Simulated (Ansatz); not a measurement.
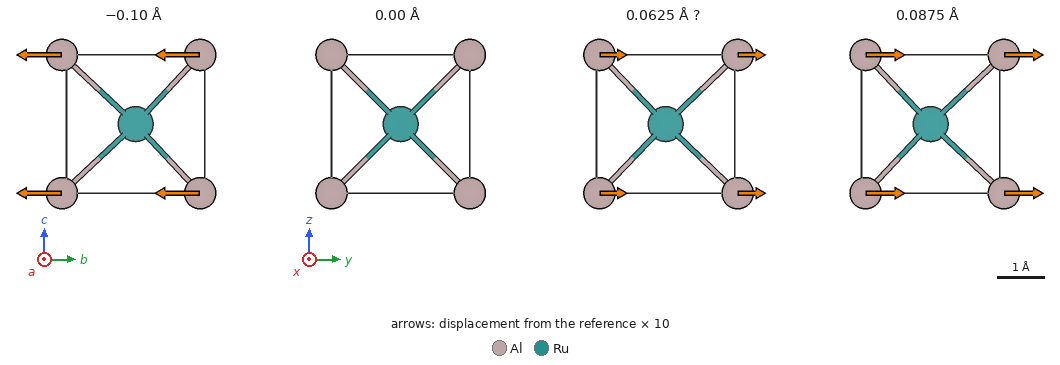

A scan of crystalline AlRu (Pm-3m): the whole Al sublattice is shifted rigidly, along Cartesian [0 1 0], all else fixed. A ball-and-stick model of the cell of the calculation, seen along the a axis. Orange arrows: displacements from the reference.

Computed with DFT PBEsol, scalar-relativistic, plane waves, PAW (Ansatz 0.2.0). Set-up: plane-wave cutoff 420 eV; k-point mesh 16 × 16 × 16; occupations gaussian; smearing width 0.15 eV; no spin polarisation. Energies (free energies at the smearing named) are counted from the cell as listed in its source, which wasn't relaxed.

```json
{"displacement (Å)": "−0.1000", "ΔE (meV/cell)": "38.0"}
{"displacement (Å)": "−0.0500", "ΔE (meV/cell)": "9.5"}
{"displacement (Å)": "0.0000", "ΔE (meV/cell)": "0.0"}
{"displacement (Å)": "0.0125", "ΔE (meV/cell)": "0.6"}
{"displacement (Å)": "0.0250", "ΔE (meV/cell)": "2.4"}
{"displacement (Å)": "0.0375", "ΔE (meV/cell)": "5.3"}
{"displacement (Å)": "0.0625", "ΔE (meV/cell)": "?"}
{"displacement (Å)": "0.0750", "ΔE (meV/cell)": "21.4"}
{"displacement (Å)": "0.0875", "ΔE (meV/cell)": "29.1"}
```

One row is withheld. What is its energy?

Answer. A straight line between the two neighbours gives 16.0 meV/cell. A cubic through the four nearest rows (0.0250, 0.0375, 0.0750, 0.0875) gives, with Lagrange weights, (−0.2000)(2.4) + (0.5000)(5.3) + (1.0000)(21.4) + (−0.3000)(29.1) = 14.8 meV/cell. The calculation gives 14.8 meV/cell, so the cubic is right to the digits shown and the straight line 1.2 meV/cell too high, as the curve bends upwards here.

The whole profile:

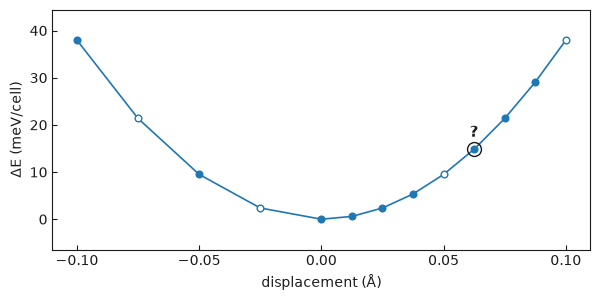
